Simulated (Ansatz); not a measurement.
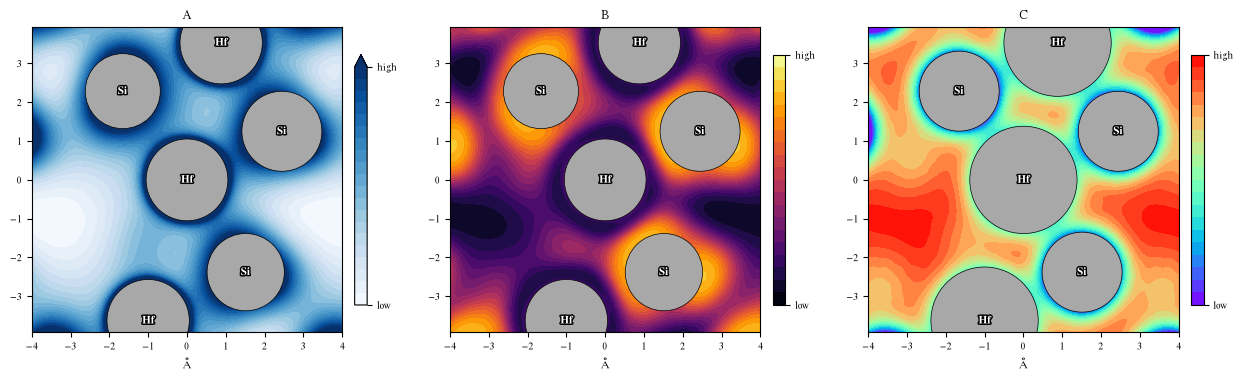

Hf$_{8}$Si$_{13}$: 3 fields on the (100) plane of the conventional cell, with unlabelled colour scales. Grey discs cover the atomic cores.

Space group P1; a generated structure, not necessarily the stable one.

These are results of DFT PBEsol, scalar-relativistic, plane waves, PAW (Ansatz), not measurements.

Question: The panels show electron localisation function, electrostatic potential energy of an electron and valence pseudo-density in some order. Assign them.

Answer: Panel A: valence pseudo-density. Panel B: electron localisation function. Panel C: electrostatic potential energy of an electron (low next to the atoms, rising into the space between them).
